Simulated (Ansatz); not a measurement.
# Run report: TiO₂, geometry relaxation (part 1 of 3)

TiO₂ (slab, 18 atoms in the cell), computed with DFT PBEsol, scalar-relativistic, plane waves, PAW, no spin polarisation (Ansatz 0.2.0).

The structure derives from an entry of the Crystallography Open Database. It belongs to a series of runs on one base structure; here: (1 0 0) slab, atoms relaxed.

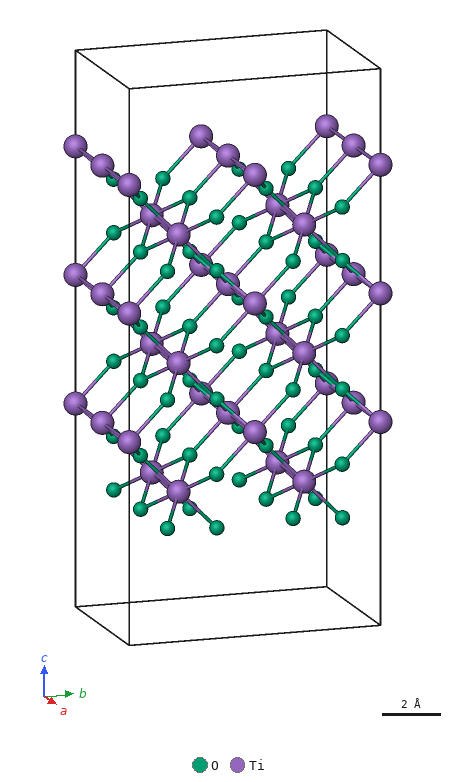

The input geometry (ball-and-stick view of the 2 × 2 repeat of the cell, with the vacuum cut short, seen slightly off an axis). An atom can appear more than once, as a periodic image.

Results in brief

- outcome: converged
- electrons treated: 144
- free energy: −21591.9708 eV
- work function, top face: 4.61 eV
- work function, bottom face: 9.17 eV
- Fermi energy: 1.703 eV
- gap on the k-point mesh: none (metallic)
- final volume: 376.15 Å³
- work function (upper face): 4.61 eV
- largest force (length of the vector) at the end: 0.018 eV/Å
- hardware: 2 threads of AMD EPYC (Zen 5), 32 GiB of memory available, shared host
- wall time: 8.3 min (CPU time 17 min)
- peak memory: 1.3 GiB

Warnings of the run: the exchange-correlation potential is rough where the density is thin.

Input
```yaml
crystal:
  lattice:
    - [2.9389940238, 0.0, 0.0]
    - [0.0, 4.5912476139, 0.0]
    - [0.0, 0.0, 27.8758726922]
  atoms:
    - { symbol: O, position: [0.5, 0.8044387441, 0.2690498727] }
    - { symbol: O, position: [0.0, 0.3044387441, 0.286982352] }
    - { symbol: Ti, position: [0.5, 0.5, 0.3191919319] }
    - { symbol: O, position: [0.0, 0.6955612559, 0.3514015118] }
    - { symbol: O, position: [0.5, 0.1955612559, 0.369333991] }
    - { symbol: Ti, position: [0.0, 0.0, 0.401543571] }
    - { symbol: O, position: [0.5, 0.8044387441, 0.4337531509] }
    - { symbol: O, position: [0.0, 0.3044387441, 0.4516856301] }
    - { symbol: Ti, position: [0.5, 0.5, 0.48389521] }
    - { symbol: O, position: [0.0, 0.6955612559, 0.51610479] }
    - { symbol: O, position: [0.5, 0.1955612559, 0.5340372692] }
    - { symbol: Ti, position: [0.0, 0.0, 0.5662468491] }
    - { symbol: O, position: [0.5, 0.8044387441, 0.598456429] }
    - { symbol: O, position: [0.0, 0.3044387441, 0.6163889083] }
    - { symbol: Ti, position: [0.5, 0.5, 0.6485984882] }
    - { symbol: O, position: [0.0, 0.6955612559, 0.6808080681] }
    - { symbol: O, position: [0.5, 0.1955612559, 0.6987405473] }
    - { symbol: Ti, position: [0.0, 0.0, 0.7309501273] }
basis:
  ecutwfc: 420
kpoints:
  mp_grid: { grid: [9, 6, 1] }
hamiltonian:
  xc: pbesol
scf:
  occupations: { method: gaussian, width: 0.05 }
output:
  forces: true
  eigenvalues: true
  write_density: true
  write_potential: true
  elf: true
  volumetric_format: npy
relax:
  adjacent_minimum: "off"
  f_tol: 0.02
  max_steps: 60
efield:
  axis: 3
  dipole_correction: true
  ramp_width: 0.04
```

Command:
```bash
ansatz run input.yaml --threads 2 --pin off --max-ram 5120MiB --backend cpu --events-out ev --progress --plain --runs-dir out
```

What the program printed
```
Engine: ansatz 0.2.0, x86_64-unknown-linux-gnu
Pseudopotentials: kind: paw
Pseudopotential: O, paw, valence charge 6, recommended cutoff 420 eV (normal), O.paw.azcp
Pseudopotential: Ti, paw, valence charge 12, recommended cutoff 420 eV (normal), Ti.paw.azcp
Functional definition: PBEsol
  exchange = pbesol_x
  correlation = pbesol_c
Crystal: 18 atoms, lattice volume = 376.147 Å³
Basis set: ecut = 420 eV, 7291 PW (Γ), exchange–correlation on 40×64×384 points (8 copies of the dense FFT grid, shifted against one another)
Bands: 90, of which v1, the nominal top of the filled ones, is band 72 counted from 1 (71 counted from 0)
Symmetry: 2 space group operations
Space group: Pm (ITA 6), of the structure as read, at distance tolerance 7.2e-5 Å
k-points: 20 of 54 (time reversal used)
Non-local potential: O, projectors of the file, l = 0: 2, l = 1: 2, l = 2: 1
Non-local potential: Ti, projectors of the file, l = 0: 3, l = 1: 2, l = 2: 3, l = 3: 1
PAW form: soft (Blöchl's): semilocal exchange-correlation on the pseudo side does not see the compensation charge
PAW frozen core: O, regenerated for the run's functional, and the local potential with it (the file was generated under x = pbe(κ = 0.804, μ = 0.2195149727645171), c = pbe(β = 0.06672455060314922))
PAW frozen core: Ti, regenerated for the run's functional, and the local potential with it (the file was generated under x = pbe(κ = 0.804, μ = 0.2195149727645171), c = pbe(β = 0.06672455060314922))
PAW one-centre angular grid: O, 110 points (default); XC on 64 Gauss nodes
PAW one-centre angular grid: Ti, 590 points (default); XC on 64 Gauss nodes
Initial density: superposition of atomic densities (neutral atoms: chi_scale 0, normalization atom), corrected by the library's trained network
Initial wavefunctions: pseudopotential atomic-orbital guess
Functional: x = pbesol(κ = 0.804, μ = 0.12345679012345678), c = pbesol(β = 0.046)
SCF iter   1: F=—  HF=-21588.357820 eV  |F-HF|=—  |Δ(HF+E_count)|=         —  Δρ=2.46e-2  dr2=1.13e1  ethr=1.77e-3  p=0.414 e·Å  D=1.99e-1 V/Å  ΔV_dip=-5.55 eV  dr2_dipole=9.57e0  V_vac-E_F(+/−)=3.76/9.31 eV  ⟨swp⟩=7.0  Hψ=7664  notcnv=0  defer=25
efield: sawtooth ramp at fractional position 0.9800 (placed from the atoms, in the widest stretch of the axis that holds none; the zero of the levels goes with the place), width 0.0400; the density the first Hamiltonian is built on has a dipole p = 0.414 e·Å; the dipole correction subtracts the counter field D = 1.99e-1 V/Å, which shifts the + side's vacuum level by -5.55 eV against the − side's; the planar-averaged density in the ramp window peaks in size at 7.2e-5 e/Å³
preconditioner: auto → LDOS  [metal: Δε(μ)=0.001 eV  Ē_g=8.731 eV  σ=0.050 eV  W_gap=0.01  n_scr=72 (ndim 8)  ℏωp=18.8 eV  f_vac=0.456  D(μ)=11.87/eV (n_scr^D=72)  β→1.0]
SCF iter   2: F=—  HF=-21588.625053 eV  |F-HF|=—  |Δ(HF+E_count)|=   2.67e-1  Δρ=2.94e-2  dr2=3.04e0  ethr=1.77e-3  p=0.391 e·Å  D=1.88e-1 V/Å  ΔV_dip=-5.24 eV  dr2_dipole=2.16e-1  V_vac-E_F(+/−)=4.12/9.36 eV  ⟨swp⟩=2.1  Hψ=3199  notcnv=0  defer=187
SCF iter   3: F=—  HF=-21588.187940 eV  |F-HF|=—  |Δ(HF+E_count)|=   4.37e-1  Δρ=1.15e-2  dr2=4.30e-1  ethr=1.77e-3  p=0.389 e·Å  D=1.87e-1 V/Å  ΔV_dip=-5.21 eV  dr2_dipole=2.50e-4  V_vac-E_F(+/−)=4.14/9.36 eV  ⟨swp⟩=2.5  Hψ=2456  notcnv=0  defer=187
SCF iter   4: F=—  HF=-21588.144036 eV  |F-HF|=—  |Δ(HF+E_count)|=   4.39e-2  Δρ=4.80e-3  dr2=1.40e-1  ethr=2.98e-4  p=0.383 e·Å  D=1.84e-1 V/Å  ΔV_dip=-5.14 eV  dr2_dipole=3.86e-2  V_vac-E_F(+/−)=4.24/9.38 eV  ⟨swp⟩=3.0  Hψ=2937  notcnv=0  defer=193
SCF iter   5: F=—  HF=-21588.135583 eV  |F-HF|=—  |Δ(HF+E_count)|=   8.45e-3  Δρ=2.50e-3  dr2=2.63e-2  ethr=9.69e-5  p=0.382 e·Å  D=1.84e-1 V/Å  ΔV_dip=-5.13 eV  dr2_dipole=6.09e-6  V_vac-E_F(+/−)=4.25/9.38 eV  ⟨swp⟩=2.0  Hψ=2732  notcnv=0  defer=216
SCF iter   6: F=—  HF=-21588.139714 eV  |F-HF|=—  |Δ(HF+E_count)|=   4.13e-3  Δρ=1.59e-3  dr2=1.07e-2  ethr=1.83e-5  p=0.382 e·Å  D=1.84e-1 V/Å  ΔV_dip=-5.12 eV  dr2_dipole=6.51e-5  V_vac-E_F(+/−)=4.26/9.38 eV  ⟨swp⟩=2.3  Hψ=2458  notcnv=0  defer=216
SCF iter   7: F=—  HF=-21588.141844 eV  |F-HF|=—  |Δ(HF+E_count)|=   2.13e-3  Δρ=1.12e-3  dr2=5.73e-3  ethr=7.41e-6  p=0.381 e·Å  D=1.83e-1 V/Å  ΔV_dip=-5.11 eV  dr2_dipole=1.10e-3  V_vac-E_F(+/−)=4.27/9.39 eV  ⟨swp⟩=2.0  Hψ=2207  notcnv=0  defer=216
SCF iter   8: F=—  HF=-21588.142539 eV  |F-HF|=—  |Δ(HF+E_count)|=   6.95e-4  Δρ=6.87e-4  dr2=1.59e-3  ethr=3.98e-6  p=0.381 e·Å  D=1.83e-1 V/Å  ΔV_dip=-5.11 eV  dr2_dipole=6.08e-6  V_vac-E_F(+/−)=4.28/9.39 eV  ⟨swp⟩=2.0  Hψ=2160  notcnv=0  defer=217
SCF iter   9: F=—  HF=-21588.142738 eV  |F-HF|=—  |Δ(HF+E_count)|=   1.98e-4  Δρ=4.03e-4  dr2=7.90e-4  ethr=1.10e-6  p=0.381 e·Å  D=1.83e-1 V/Å  ΔV_dip=-5.11 eV  dr2_dipole=4.64e-4  V_vac-E_F(+/−)=4.28/9.40 eV  ⟨swp⟩=2.1  Hψ=2323  notcnv=0  defer=219
SCF iter  10: F=—  HF=-21588.143149 eV  |F-HF|=—  |Δ(HF+E_count)|=   4.12e-4  Δρ=2.59e-4  dr2=4.45e-4  ethr=5.49e-7  p=0.382 e·Å  D=1.84e-1 V/Å  ΔV_dip=-5.12 eV  dr2_dipole=2.62e-4  V_vac-E_F(+/−)=4.28/9.40 eV  ⟨swp⟩=2.0  Hψ=2022  notcnv=0  defer=219
SCF iter  11: F=—  HF=-21588.143346 eV  |F-HF|=—  |Δ(HF+E_count)|=   1.97e-4  Δρ=1.38e-4  dr2=6.72e-5  ethr=3.09e-7  p=0.382 e·Å  D=1.84e-1 V/Å  ΔV_dip=-5.12 eV  dr2_dipole=2.05e-7  V_vac-E_F(+/−)=4.27/9.40 eV  ⟨swp⟩=2.0  Hψ=2155  notcnv=0  defer=219
iter 12 did not close the SCF: its close was put off until two iterations running show no level that it waits for move by more than its bar (scf_convergence_deferred on its scf_iter line)
SCF iter  12: F=-21588.143387 eV  HF=-21588.143369 eV  |F-HF|=1.79e-5  |Δ(HF+E_count)|=   2.33e-5  Δρ=5.79e-5  dr2=7.28e-6  ethr=6.94e-9  p=0.382 e·Å  D=1.84e-1 V/Å  ΔV_dip=-5.13 eV  dr2_dipole=2.05e-7  V_vac-E_F(+/−)=4.27/9.40 eV  ⟨swp⟩=21.1  Hψ=18931  notcnv=0
iter 13 did not close the SCF: its close was put off until two iterations running show no level that it waits for move by more than its bar (scf_convergence_deferred on its scf_iter line)
SCF iter  13: F=-21588.143388 eV  HF=-21588.143383 eV  |F-HF|=5.02e-6  |Δ(HF+E_count)|=   1.31e-5  Δρ=4.22e-5  dr2=5.13e-6  ethr=5.06e-9  p=0.382 e·Å  D=1.84e-1 V/Å  ΔV_dip=-5.13 eV  dr2_dipole=7.29e-9  V_vac-E_F(+/−)=4.27/9.40 eV  ⟨swp⟩=11.5  Hψ=15215  notcnv=0
SCF iter  14: F=-21588.143389 eV  HF=-21588.143386 eV  |F-HF|=3.30e-6  |Δ(HF+E_count)|=   3.39e-6  Δρ=2.71e-5  dr2=2.18e-6  ethr=3.56e-9  p=0.382 e·Å  D=1.84e-1 V/Å  ΔV_dip=-5.13 eV  dr2_dipole=4.05e-9  V_vac-E_F(+/−)=4.27/9.40 eV  ⟨swp⟩=11.2  Hψ=15032  notcnv=0
SCF 1 converged in 14 iterations: F = -21588.143389 eV  dr2 = 2.18e-6
  greatest PAW one-centre occupation: 0.999 electrons in one spin orbital (limit 2), on the Ti atom at site 8 (counted from 0), in its partial waves of l = 0
relax step   1: F+E_penalty+E_count = -21588.14338924 eV  Δ(F+E_penalty+E_count) = +0.000e0 eV  max|allowed force component| = 3.362e0 eV/Å  Δτ_max = 0.0000 Å  (14 SCF iters, dr2 threshold 1.00e-5 eV, accepted)
Initial density: handed on by an earlier stage of this run
Initial wavefunctions: those handed on with the density
SCF iter   1: F=—  HF=-21589.073793 eV  |F-HF|=—  |Δ(HF+E_count)|=         —  Δρ=2.17e-2  dr2=1.12e1  ethr=3.10e-3  p=0.382 e·Å  D=1.84e-1 V/Å  ΔV_dip=-5.13 eV  dr2_dipole=9.01e0  V_vac-E_F(+/−)=4.30/9.43 eV  ⟨swp⟩=3.4  Hψ=3968  notcnv=0  defer=54
efield: sawtooth ramp at fractional position 0.9800 (handed on by an earlier solve), width 0.0400; the density the first Hamiltonian is built on has a dipole p = 0.382 e·Å; the dipole correction subtracts the counter field D = 1.84e-1 V/Å, which shifts the + side's vacuum level by -5.13 eV against the − side's; the planar-averaged density in the ramp window peaks in size at 3.1e-6 e/Å³
preconditioner: auto → LDOS  [metal: Δε(μ)=0.004 eV  Ē_g=8.954 eV  σ=0.050 eV  W_gap=0.05  n_scr=72 (ndim 8)  ℏωp=18.8 eV  f_vac=0.460  D(μ)=8.79/eV (n_scr^D=44)  β→1.0]
SCF iter   2: F=—  HF=-21588.939142 eV  |F-HF|=—  |Δ(HF+E_count)|=   1.35e-1  Δρ=9.68e-3  dr2=2.17e0  ethr=3.10e-3  p=0.397 e·Å  D=1.91e-1 V/Å  ΔV_dip=-5.32 eV  dr2_dipole=1.40e0  V_vac-E_F(+/−)=4.15/9.47 eV  ⟨swp⟩=2.0  Hψ=2220  notcnv=0  defer=104
SCF iter   3: F=—  HF=-21588.946690 eV  |F-HF|=—  |Δ(HF+E_count)|=   7.55e-3  Δρ=4.45e-3  dr2=8.96e-2  ethr=1.50e-3  p=0.391 e·Å  D=1.88e-1 V/Å  ΔV_dip=-5.24 eV  dr2_dipole=1.39e-3  V_vac-E_F(+/−)=4.18/9.42 eV  ⟨swp⟩=2.0  Hψ=1859  notcnv=0  defer=170
SCF iter   4: F=—  HF=-21588.945034 eV  |F-HF|=—  |Δ(HF+E_count)|=   1.66e-3  Δρ=3.41e-3  dr2=6.07e-2  ethr=6.22e-5  p=0.389 e·Å  D=1.87e-1 V/Å  ΔV_dip=-5.22 eV  dr2_dipole=3.47e-3  V_vac-E_F(+/−)=4.20/9.42 eV  ⟨swp⟩=2.1  Hψ=2922  notcnv=0  defer=205
SCF iter   5: F=—  HF=-21588.945463 eV  |F-HF|=—  |Δ(HF+E_count)|=   4.30e-4  Δρ=2.29e-3  dr2=2.61e-2  ethr=4.22e-5  p=0.388 e·Å  D=1.87e-1 V/Å  ΔV_dip=-5.20 eV  dr2_dipole=3.51e-6  V_vac-E_F(+/−)=4.21/9.41 eV  ⟨swp⟩=2.0  Hψ=2412  notcnv=0  defer=205
SCF iter   6: F=—  HF=-21588.947082 eV  |F-HF|=—  |Δ(HF+E_count)|=   1.62e-3  Δρ=1.53e-3  dr2=1.14e-2  ethr=1.82e-5  p=0.387 e·Å  D=1.86e-1 V/Å  ΔV_dip=-5.19 eV  dr2_dipole=2.52e-5  V_vac-E_F(+/−)=4.21/9.40 eV  ⟨swp⟩=2.0  Hψ=2445  notcnv=0  defer=195
SCF iter   7: F=—  HF=-21588.947756 eV  |F-HF|=—  |Δ(HF+E_count)|=   6.74e-4  Δρ=8.47e-4  dr2=3.43e-3  ethr=7.94e-6  p=0.386 e·Å  D=1.86e-1 V/Å  ΔV_dip=-5.18 eV  dr2_dipole=3.15e-5  V_vac-E_F(+/−)=4.21/9.39 eV  ⟨swp⟩=2.0  Hψ=2141  notcnv=0  defer=192
SCF iter   8: F=—  HF=-21588.948144 eV  |F-HF|=—  |Δ(HF+E_count)|=   3.88e-4  Δρ=3.88e-4  dr2=7.02e-4  ethr=2.38e-6  p=0.386 e·Å  D=1.86e-1 V/Å  ΔV_dip=-5.17 eV  dr2_dipole=7.17e-6  V_vac-E_F(+/−)=4.22/9.39 eV  ⟨swp⟩=2.0  Hψ=2151  notcnv=0  defer=190
SCF iter   9: F=—  HF=-21588.948281 eV  |F-HF|=—  |Δ(HF+E_count)|=   1.36e-4  Δρ=1.32e-4  dr2=8.23e-5  ethr=4.87e-7  p=0.386 e·Å  D=1.85e-1 V/Å  ΔV_dip=-5.17 eV  dr2_dipole=1.57e-6  V_vac-E_F(+/−)=4.22/9.39 eV  ⟨swp⟩=2.0  Hψ=2252  notcnv=0  defer=190
SCF iter  10: F=-21588.948284 eV  HF=-21588.948281 eV  |F-HF|=3.01e-6  |Δ(HF+E_count)|=   8.03e-7  Δρ=8.19e-5  dr2=2.76e-5  ethr=5.71e-8  p=0.386 e·Å  D=1.86e-1 V/Å  ΔV_dip=-5.17 eV  dr2_dipole=1.10e-6  V_vac-E_F(+/−)=4.22/9.39 eV  ⟨swp⟩=22.9  Hψ=20378  notcnv=0
SCF 2 converged in 10 iterations: F = -21588.948284 eV  dr2 = 2.76e-5
relax step   2: F+E_penalty+E_count = -21588.94828447 eV  Δ(F+E_penalty+E_count) = -8.049e-1 eV  max|allowed force component| = 2.214e0 eV/Å  Δτ_max = 0.1159 Å  (10 SCF iters, dr2 threshold 1.00e-4 eV, accepted)
[... from here on the SCF iterations and repeated set-up lines of each step are left out, up to the last step ...]
SCF 3 converged in 13 iterations: F = -21590.159481 eV  dr2 = 2.50e-5
relax step   3: F+E_penalty+E_count = -21590.15948132 eV  Δ(F+E_penalty+E_count) = -1.211e0 eV  max|allowed force component| = 3.824e0 eV/Å  Δτ_max = 0.1947 Å  (13 SCF iters, dr2 threshold 1.00e-4 eV, accepted)
SCF 4 converged in 14 iterations: F = -21590.674689 eV  dr2 = 3.19e-5
relax step   4: F+E_penalty+E_count = -21590.67468929 eV  Δ(F+E_penalty+E_count) = -5.152e-1 eV  max|allowed force component| = 6.450e-1 eV/Å  Δτ_max = 0.1927 Å  (14 SCF iters, dr2 threshold 1.00e-4 eV, accepted)
SCF 5 converged in 10 iterations: F = -21590.862088 eV  dr2 = 2.38e-5
relax step   5: F+E_penalty+E_count = -21590.86208770 eV  Δ(F+E_penalty+E_count) = -1.874e-1 eV  max|allowed force component| = 4.500e-1 eV/Å  Δτ_max = 0.2000 Å  (10 SCF iters, dr2 threshold 2.60e-5 eV, accepted)
SCF 6 converged in 13 iterations: F = -21590.930938 eV  dr2 = 7.87e-6
relax step   6: F+E_penalty+E_count = -21590.93093811 eV  Δ(F+E_penalty+E_count) = -6.885e-2 eV  max|allowed force component| = 1.855e-1 eV/Å  Δτ_max = 0.1242 Å  (13 SCF iters, dr2 threshold 1.27e-5 eV, accepted)
SCF 7 converged in 15 iterations: F = -21590.960158 eV  dr2 = 2.08e-7
relax step   7: F+E_penalty+E_count = -21590.96015751 eV  Δ(F+E_penalty+E_count) = -2.922e-2 eV  max|allowed force component| = 2.775e-1 eV/Å  Δτ_max = 0.0817 Å  (15 SCF iters, dr2 threshold 5.85e-6 eV, accepted)
SCF 8 converged in 14 iterations: F = -21591.140728 eV  dr2 = 6.01e-6
relax step   8: F+E_penalty+E_count = -21591.14072780 eV  Δ(F+E_penalty+E_count) = -1.806e-1 eV  max|allowed force component| = 1.320e0 eV/Å  Δτ_max = 0.1952 Å  (14 SCF iters, dr2 threshold 1.31e-5 eV, accepted)
SCF 9 converged in 13 iterations: F = -21591.567734 eV  dr2 = 2.21e-5
relax step   9: F+E_penalty+E_count = -21591.56773420 eV  Δ(F+E_penalty+E_count) = -4.270e-1 eV  max|allowed force component| = 9.508e-1 eV/Å  Δτ_max = 0.1921 Å  (13 SCF iters, dr2 threshold 1.00e-4 eV, accepted)
SCF 10 converged in 12 iterations: F = -21591.472095 eV  dr2 = 3.06e-5
relax step  10: F+E_penalty+E_count = -21591.47209528 eV  Δ(F+E_penalty+E_count) = +9.564e-2 eV  max|allowed force component| = 4.150e0 eV/Å  Δτ_max = 0.1975 Å  (12 SCF iters, dr2 threshold 1.00e-4 eV, rejected (line search))
SCF 11 converged in 20 iterations: F = -21591.764978 eV  dr2 = 1.77e-8
relax step  11: F+E_penalty+E_count = -21591.76497772 eV  Δ(F+E_penalty+E_count) = -1.972e-1 eV  max|allowed force component| = 6.559e-1 eV/Å  Δτ_max = 0.0988 Å  (20 SCF iters, accepted)
SCF 12 converged in 12 iterations: F = -21591.869348 eV  dr2 = 2.47e-5
relax step  12: F+E_penalty+E_count = -21591.86934760 eV  Δ(F+E_penalty+E_count) = -1.044e-1 eV  max|allowed force component| = 4.479e-1 eV/Å  Δτ_max = 0.1000 Å  (12 SCF iters, dr2 threshold 1.00e-4 eV, accepted)
SCF 13 converged in 11 iterations: F = -21591.884480 eV  dr2 = 1.68e-5
relax step  13: F+E_penalty+E_count = -21591.88447984 eV  Δ(F+E_penalty+E_count) = -1.513e-2 eV  max|allowed force component| = 1.158e0 eV/Å  Δτ_max = 0.1489 Å  (11 SCF iters, dr2 threshold 9.36e-5 eV, accepted)
SCF 14 converged in 12 iterations: F = -21591.932931 eV  dr2 = 2.06e-5
relax step  14: F+E_penalty+E_count = -21591.93293139 eV  Δ(F+E_penalty+E_count) = -4.845e-2 eV  max|allowed force component| = 4.034e-1 eV/Å  Δτ_max = 0.0786 Å  (12 SCF iters, dr2 threshold 1.00e-4 eV, accepted)
SCF 15 converged in 15 iterations: F = -21591.933908 eV  dr2 = 1.78e-5
```
